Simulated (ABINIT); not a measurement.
# Quasiparticle gap of BAs (F-43m) in ABINIT

Aim: the G0W0 gap of BAs (F-43m) on PBE with spin-orbit coupling, step by step.

Calculated with ABINIT 10.8.3; PBE and many-body steps on it, plane waves.

**Experimental background.**

- Gap 1.82 eV: indirect gap from Tauc plot of optical absorption; UV-visible absorption, indirect Tauc plot; 300 K; bulk crystal (three thin as-grown single crystals with the same absorption edge) (“Photoluminescence mapping and time-domain thermo-photoluminescence for rapid imaging and measurement of thermal conductivity of boron arsenide”, 2019, arxiv:1910.07149).

- Gap 4.12 eV: direct gap from square of absorption coefficient, average of two samples; spectroscopic ellipsometry; 300 K; bulk crystal (CVT-grown opaque bulk crystals) (“Optical properties of cubic boron arsenide”, 2019, arxiv:1911.04914).

- Gap 2.02 eV: indirect gap from square root of absorption coefficient, average of three samples; transmission and reflection spectroscopy; 300 K; bulk crystal (CVT-grown platelets about 10 um thick) (“Optical properties of cubic boron arsenide”, 2019, arxiv:1911.04914).

This is a report of a sequence of runs, with most program output left out.

### 1. Starting point

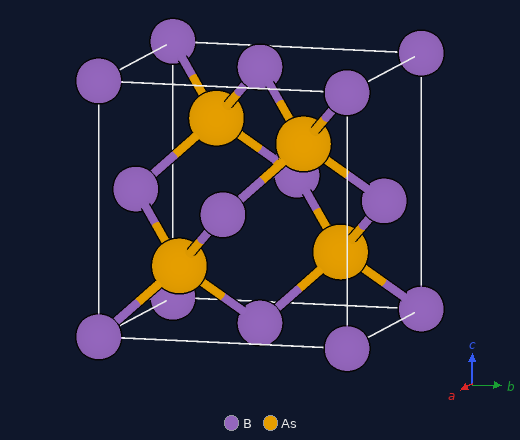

Start, viewed slightly off an axis; boron purple, arsenic orange. This picture shows the conventional cell, with its axes. Bonds to atoms that aren't drawn are left out. Some periodic images of atoms are drawn too.

As a file:

```cif
data_structure
_symmetry_space_group_name_H-M 'F-43m'
_symmetry_Int_Tables_number 216
_cell_length_a 4.7770
_cell_length_b 4.7770
_cell_length_c 4.7770
_cell_angle_alpha 90.000
_cell_angle_beta 90.000
_cell_angle_gamma 90.000
_cell_volume 109.01
loop_
_atom_site_label
_atom_site_type_symbol
_atom_site_symmetry_multiplicity
_atom_site_Wyckoff_symbol
_atom_site_fract_x
_atom_site_fract_y
_atom_site_fract_z
_atom_site_occupancy
B1 B 4 a 0.00000 0.00000 0.00000 1
As1 As 4 d 0.25000 0.25000 0.75000 1
```

The cell and positions come from the Crystallography Open Database and are kept as given unless a step says otherwise.

### 2. Ground state

This step: ABINIT 10.8.3; DFT, PBE with spin-orbit coupling, plane waves, norm-conserving pseudopotentials.

The ground-state density comes first.

Contents of run.abi:

```
acell 3*1.0 Angstrom
rprim 
  -0.000000000000 2.388500000000 2.388500000000
  2.388500000000 -0.000000000000 2.388500000000
  2.388500000000 2.388500000000 -0.000000000000
ntypat 2
znucl 5 33
natom 2
typat 1 2
xred 
  0.000000000000 0.000000000000 0.000000000000
  0.250000000000 0.250000000000 0.250000000000
pp_dirpath "pseudos"
pseudos "B.upf, As.upf"
ecut 44
nspinor 2
ngkpt 6 6 6
nshiftk 1
shiftk 0 0 0
kptopt 1
chksymbreak 0
nband 36
occopt 1
tolvrs 1e-10
nstep 60
prtwf 0
optforces 0
optstress 0
indata_prefix "in"
outdata_prefix "out"
tmpdata_prefix "tmp"
```

Run with:

```
$ OMP_NUM_THREADS=1 mpirun -n 4 abinit run.abi > log
```

The job ended after 58 s (4 MPI ranks of Arm Neoverse N1, shared host; peak memory 0.33 GiB; 3.9 min of CPU time).

This step gave:

- total energy: -8385.2158 eV
- gap: 1.226 eV
- k of the valence top: 0, 0, 0
- k of the conduction bottom: 0.3333, 0.3333, 0
- least direct gap: 3.082 eV

The gap is indirect, with the least direct gap 1.86 eV higher.

### 3. Bands along the symmetry lines

The cheap functional maps the bands first; the places of the edges decide which points the dearer methods must see.

Contents of run.abi:

```
acell 3*1.0 Angstrom
rprim 
  -0.000000000000 2.388500000000 2.388500000000
  2.388500000000 -0.000000000000 2.388500000000
  2.388500000000 2.388500000000 -0.000000000000
ntypat 2
znucl 5 33
natom 2
typat 1 2
xred 
  0.000000000000 0.000000000000 0.000000000000
  0.250000000000 0.250000000000 0.250000000000
pp_dirpath "pseudos"
pseudos "B.upf, As.upf"
ecut 44
nspinor 2
iscf -2
irdden 1
kptopt 0
nkpt 26
kpt 
  0.00000000 0.00000000 0.00000000
  -0.12500000 -0.12500000 0.00000000
  -0.25000000 -0.25000000 0.00000000
  -0.37500000 -0.37500000 0.00000000
  -0.50000000 -0.50000000 0.00000000
  -0.46875000 -0.46875000 0.06250000
  -0.43750000 -0.43750000 0.12500000
  -0.40625000 -0.40625000 0.18750000
  -0.37500000 -0.37500000 0.25000000
  -0.37500000 0.00000000 0.37500000
  -0.28125000 0.00000000 0.28125000
  -0.18750000 0.00000000 0.18750000
  -0.09375000 0.00000000 0.09375000
  0.00000000 0.00000000 0.00000000
  0.00000000 0.00000000 0.12500000
  0.00000000 0.00000000 0.25000000
  0.00000000 0.00000000 0.37500000
  -0.00000000 -0.00000000 0.50000000
  -0.12500000 -0.06250000 0.43750000
  -0.25000000 -0.12500000 0.37500000
  -0.37500000 -0.18750000 0.31250000
  -0.50000000 -0.25000000 0.25000000
  -0.50000000 -0.31250000 0.18750000
  -0.50000000 -0.37500000 0.12500000
  -0.50000000 -0.43750000 0.06250000
  -0.50000000 -0.50000000 0.00000000
istwfk *1
nband 42
nbdbuf 6
tolwfr 1e-08
nstep 40
prtwf 0
prtvol 0
indata_prefix "in"
outdata_prefix "out"
tmpdata_prefix "tmp"
```

Run time: 53 s. Hardware: 4 MPI ranks; peak memory 0.34 GiB; 3.5 min of CPU time.

This step gave:

```yaml
gap: 1.141 eV
k_of_the_valence_top: 0, 0, 0
k_of_the_conduction_bottom: -0.375, -0.375, 0
least_direct_gap: 3.082 eV
```

The gap is 1.141 eV, −0.085 eV from the run before at this level.

The electronic bands at the labelled points (eV, zero at the top of the highest filled band):

```csv
point,band 23,band 24,band 25,band 26,band 27,band 28,band 29,band 30
Γ,0.00,0.00,0.00,0.00,3.08,3.08,3.30,3.30
X,-4.21,-4.21,-4.08,-4.08,1.39,1.39,1.39,1.39
U,-6.06,-5.96,-3.55,-3.55,1.99,2.00,5.48,5.51
jump to K,-6.06,-5.96,-3.55,-3.55,1.99,2.00,5.48,5.51
Γ,0.00,0.00,0.00,0.00,3.08,3.08,3.30,3.30
L,-1.96,-1.96,-1.81,-1.81,2.64,2.64,4.70,4.70
W,-5.63,-5.48,-5.25,-5.24,5.20,5.21,5.88,5.88
X,-4.21,-4.21,-4.08,-4.08,1.39,1.39,1.39,1.39
```

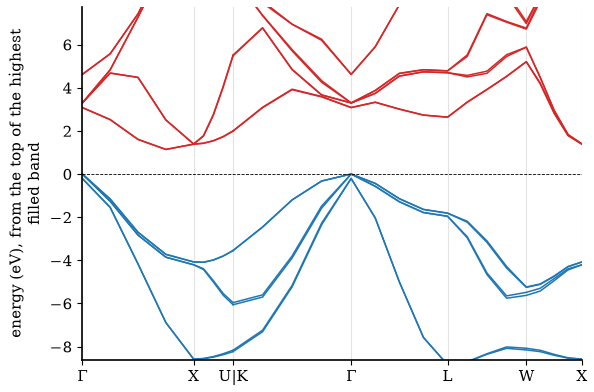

Electronic bands along the path; lines of filled and empty bands in two colours.

### 4. Empty states on the mesh, 6×6×6 mesh, 142 bands

The sums over transitions need many empty states on a uniform mesh; this step solves for them.

Contents of run.abi:

```
acell 3*1.0 Angstrom
rprim 
  -0.000000000000 2.388500000000 2.388500000000
  2.388500000000 -0.000000000000 2.388500000000
  2.388500000000 2.388500000000 -0.000000000000
ntypat 2
znucl 5 33
natom 2
typat 1 2
xred 
  0.000000000000 0.000000000000 0.000000000000
  0.250000000000 0.250000000000 0.250000000000
pp_dirpath "pseudos"
pseudos "B.upf, As.upf"
ecut 44
nspinor 2
ngkpt 6 6 6
nshiftk 1
shiftk 0 0 0
kptopt 1
chksymbreak 0
iscf -2
irdden 1
istwfk *1
nband 142
nbdbuf 12
tolwfr 1e-09
nstep 60
prtvol 0
indata_prefix "in"
outdata_prefix "out"
tmpdata_prefix "tmp"
```

Run time: 2.9 min. Hardware: 4 MPI ranks; peak memory 0.47 GiB.

This step gave:

```
gap                                                           : 1.226 eV
k of the valence top                                          : 0, 0, 0
k of the conduction bottom                                    : 0.3333, 0.3333, 0
least direct gap                                              : 3.082 eV
k points computed                                             : 16
lowest point of the top converged band, above the valence top : 67.7482 eV
```

On this mesh the gap is 1.226 eV.

### 5. Screening, 6×6×6 mesh, 130 bands, screening to 149.7 eV

The RPA dielectric matrix is built and inverted for each q.

This step: RPA screening on PBE with spin-orbit coupling, plane waves, norm-conserving pseudopotentials.

Edit run.abi of step 4 so:

```diff
@@ -21,10 +21,11 @@
 chksymbreak 0
-iscf -2
-irdden 1
 istwfk *1
-nband 142
-nbdbuf 12
-tolwfr 1e-09
-nstep 60
-prtvol 0
+occopt 1
+irdwfk 1
+optdriver 3
+nband 130
+ecuteps 5.5
+inclvkb 0
+awtr 1
+symchi 1
 indata_prefix "in"
```

Run time: 20 min. Hardware: 4 MPI ranks; peak memory 2.2 GiB.

Numbers from this step:

- ε∞ with local fields, on this mesh, along the program's q direction: 12.71
- the same without local fields: 13.94
- plasma frequency: 36.27 eV
- plane waves in the screening matrix: 113

Local fields lower ε∞ by 9 %.

### 6. Self-energy, 6×6×6 mesh, 130 bands, screening to 149.7 eV

The self-energy is evaluated for the states that the input lists, and the levels follow from it, in one-shot runs by the linearised quasiparticle equation.

This step: G0W0 on PBE with spin-orbit coupling, plane waves, norm-conserving pseudopotentials.

Edit run.abi of step 5 so:

```diff
@@ -24,8 +24,17 @@
 irdwfk 1
-optdriver 3
+optdriver 4
 nband 130
+gwcalctyp 0
+ecutsigx 44
+symsigma 0
+nkptgw 2
+kptgw 
+  0.0000000000 0.0000000000 0.0000000000
+  0.3333333333 0.3333333333 0.0000000000
+bdgw 
+  23 32
+  23 30
 ecuteps 5.5
-inclvkb 0
-awtr 1
-symchi 1
+irdscr 1
+ppmodel 1
 indata_prefix "in"
```

It took 8.6 min on 4 MPI ranks; peak memory 1.7 GiB; 35 min of CPU time.

This step gave:

```
G0W0 gap on the points computed              : 1.739 eV
starting gap on the mesh                     : 1.226 eV
k of the valence top                         : 0, 0, 0
k of the conduction bottom                   : 0.3333, 0.3333, 0
Z at the valence top                         : 0.809
Z at the conduction bottom                   : 0.819
least direct G0W0 gap on the computed points : 3.899 eV
```

The gap on the mesh goes from 1.23 eV to 1.74 eV, a correction of +0.51 eV.

Limits: finite bands, cutoff and mesh; screening head approximate. v1 is the top filled band, c1 the lowest empty one. Levels before and after the correction, in eV, zero at the valence-band top of each column:

```csv
,conduction bottom,valence top
Kohn-Sham,1.23,0.00
G0W0,1.74,0.00
```

```csv
,level,energy (eV)
Kohn-Sham,Γ v3-v1,0.000
Kohn-Sham,Γ c1-c2,3.082
Kohn-Sham,Γ c3,3.296
Kohn-Sham,(0.333 0.333 0) v3,-3.584
Kohn-Sham,(0.333 0.333 0) v2-v1,-3.453
Kohn-Sham,(0.333 0.333 0) c1-c2,1.226
Kohn-Sham,(0.333 0.333 0) c3,3.087
G0W0,Γ v3-v1,0.000
G0W0,Γ c1-c2,3.899
G0W0,Γ c3,4.080
G0W0,(0.333 0.333 0) v3,-3.819
G0W0,(0.333 0.333 0) v2-v1,-3.703
G0W0,(0.333 0.333 0) c1-c2,1.739
G0W0,(0.333 0.333 0) c3,3.621
```

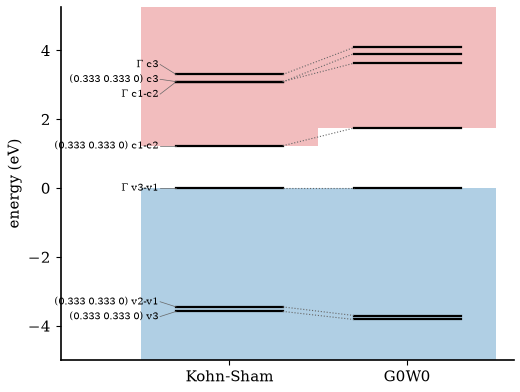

Levels before and after the correction. Shaded: valence and conduction bands.

### 7. Where the time went

Times are wall times on 4 MPI ranks of Arm Neoverse N1, shared host, good to a factor of about two.

```csv
step,time,share,memory (GiB)
ground state,58 s,3 %,0.33
bands along the symmetry lines,53 s,3 %,0.34
empty states on the mesh,2.9 min,9 %,0.47
screening,20 min,60 %,2.2
self-energy,8.6 min,26 %,1.7
```

### 8. What came out

```yaml
pbe_gap: 1.14 eV, indirect
g0w0_gap_on_the_mesh: 1.74 eV
g0w0_gap_over_the_zone_rigid_shift: 1.65 eV
gw_settings: 6×6×6 mesh, 130 bands, screening to 149.7 eV, Godby-Needs plasmon pole
known_limits: not at the basis limit; screening head approximate
```

G0W0 moves the gap on the mesh from 1.23 eV to 1.74 eV (+0.51 eV), with Z of 0.81 and 0.82 at the edges. The mesh misses the band edges by 0.08 eV in all; a rigid shift gives 1.65 eV for the zone. Local fields lower the RPA ε∞ on this mesh from 13.94 to 12.71. Only 2 of the mesh's irreducible points were corrected, so a valley elsewhere could overtake. The dearest step here is «screening». Against experiment, by G0W0@PBE: the gap of 1.65 eV lies −0.17 eV from the measured 1.82 eV (indirect, 300 K, 2019); the direct gap of 3.90 eV lies −0.22 eV from the measured 4.12 eV (direct, 300 K, 2019); the gap of 1.65 eV lies −0.37 eV from the measured 2.02 eV (indirect, 300 K, 2019). An exciton line or allowed optical edge lies below the quasiparticle gap by the binding energy; a forbidden edge can push the onset above it. The calculation has static nuclei and no excitons; a measured gap holds zero-point and thermal motion, which mostly lowers it. Bands and cutoff are finite, so the gap is not at the basis limit. The miss can reach some tenths of an eV and take either sign; the mesh is an error of its own. In the G0W0 run levels were corrected at 2 k points alone, so a gap called «on the mesh» is the least over those, and an edge elsewhere would be missed. A denser mesh or path gives a starting gap of 1.14 eV: the GW mesh misses a band edge, so its gaps are not the fundamental one. The long-wavelength limit of the screening leaves out the non-local commutator, which shifts ε∞.

[Paths, hosts, dates, memory and timing lines, banners, echoed tables and standing remarks are left out of the program output.]

[Logs are printed without paths, hosts, clocks, repeated set-up lines and the standing remarks that a program may print on its own settings, such as how far it seeks lower states.]

[Runs of the session that timed out or met a known fault of the program may be left out.]

[Hosts, paths, dates, database ids (printed as entryN), source tags and the programs' standing remarks are cut or masked in the printed files.]

[G0W0 gaps are taken among the corrected bands and points alone; a level outside them can change the order at an edge.]

[Where Ansatz stands beside ABINIT at settings called matched, ABINIT's density can come from a denser mesh and the files from another edition; pairs whose starting gaps differed by over 0.03 eV were left out, so agreement reads better than it is.]
